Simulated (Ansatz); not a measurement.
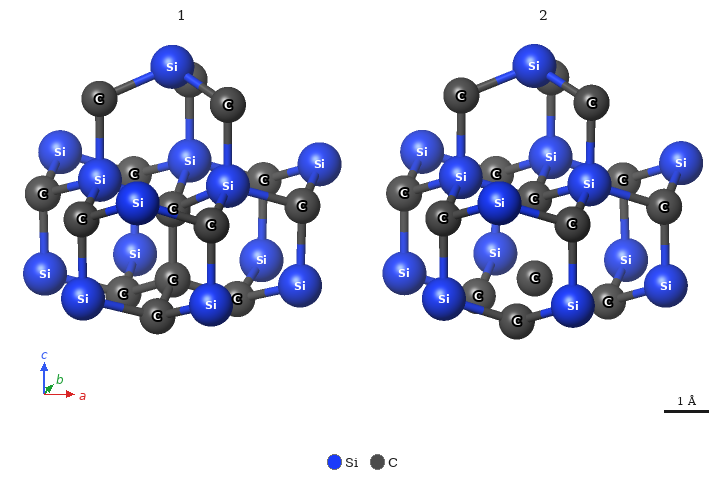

Two geometries of a defect cell of composition Si127C129 (cell charge −1), drawn at one scale. One is the start of a relaxation, the other its converged end. Style: ball-and-stick. Shown: the atoms within 4.2 Å of the atom that moves most (axes of the cell of the calculation (origin shifted)), slightly off an axis.

Computed with DFT, PBEsol, PAW, plane waves (Ansatz). Settings: plane-wave cutoff 420 eV; k-point mesh 1 × 1 × 1; mesh shifted by (0.25, 0.25, 0.25); collinear spin; atoms relaxed in a fixed cell; force threshold 0.03 eV/Å; at most 80 steps.

Question: Which one is relaxed?

Answer: Structure 1 is the relaxed one. The largest moves, 0.25 Å, are those of C atoms. By element the largest moves are C 0.25 Å, Si 0.10 Å. The lattice vectors keep their values. Some distances before and after: C–C 1.933 → 1.656 Å, C–C 1.894 → 1.656 Å, C–C 1.876 → 1.661 Å, C–Si 1.864 → 1.929 Å. Among the angles between lasting bonds that change: Si–C–Si 110.6° → 104.0°, C–Si–C 108.8° → 114.8°, Si–C–Si 108.3° → 104.0°. The energy falls by 5.380 eV per cell of the calculation in 4 geometry steps. The largest force component goes from 2.5 to 0.026 eV/Å. The program noted that the starting moments weren't kept. The run took 45 s on 1 × NVIDIA GB300 Max-Q with 8 threads of Arm Neoverse-V2, peak memory 3.1 GiB.

Limits of the set-up: the cell is charged, on a uniform background, and energies carry no finite-size correction.
